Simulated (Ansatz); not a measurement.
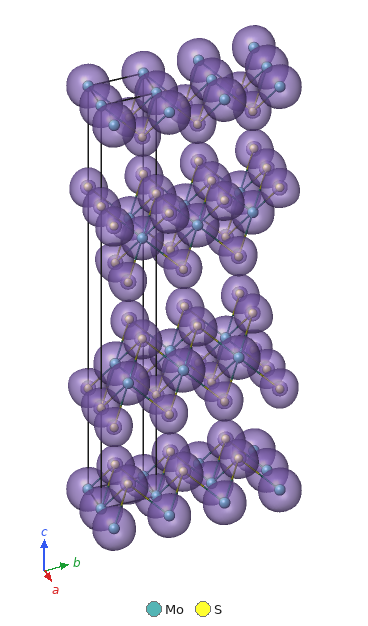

MoS2. Isosurface of the valence electron density at 0.8 e/Å³ (purple), seen slightly off an axis. Sticks mark near contacts.

Space group R-3m; not relaxed (largest force 1.8 eV/Å); computed pressure about 15 GPa in this cell.

All numbers below come from Kohn-Sham DFT of a periodic cell, PBE, Ansatz PAW in Ansatz 0.2.0.

Which contacts does the surface bridge?

Answer. At this value the density breaks into separate islands; it holds about 55 % of the electrons treated as valence (semicore included). It bridges none of the near contacts. It is pinched off along the shortest Mo–S (2.35 Å) contacts. On the grid the lowest density along these lines, outside the cores, is 0.63 e/Å³ (Mo–S, 2.35 Å).

Does the calculation make it a metal, or give it a gap?

Answer. It is gapless in this calculation (a metal or semimetal); semilocal functionals without U, or without the true magnetic order, often close the gap of such compounds.
